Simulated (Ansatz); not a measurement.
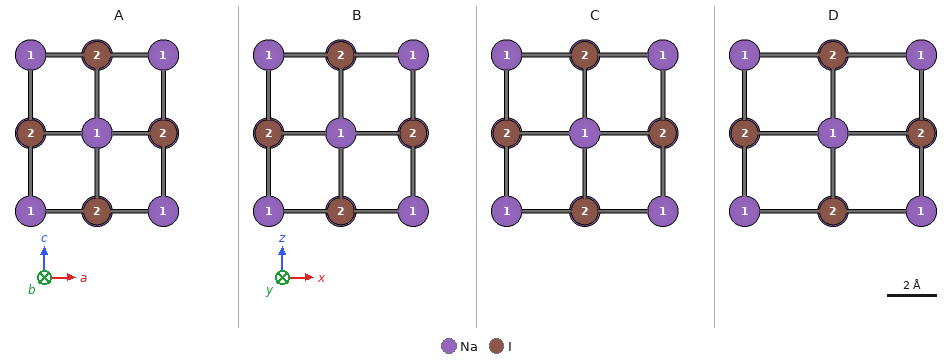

A scan of solid NaI (Fm-3m) along one coordinate. x, y and z are the Cartesian axes of the input. Style: ball-and-stick. Shown: the conventional cell (4 times the calculation's cell), along the b axis. Lengths and directions refer to the drawn axes.

The calculation used DFT r2SCAN, scalar-relativistic, plane waves, PAW (Ansatz 0.2.0). Set-up: plane-wave cutoff 500 eV; k-point mesh 6 × 6 × 6; occupations gaussian; smearing width 0.05 eV; no spin polarisation. Energies (free energies at the smearing named) are counted from the cell as listed in its source, which wasn't relaxed.

Which coordinate changes from frame to frame?

The cell is strained along x alone, with the atoms kept at their fractional coordinates. In the frames the strain is −0.15 (A), −0.075 (B), 0.00 (C), 0.1312 (D). Their energies are 165.3 meV/atom, 27.6 meV/atom, 0.0 meV/atom, 38.6 meV/atom.
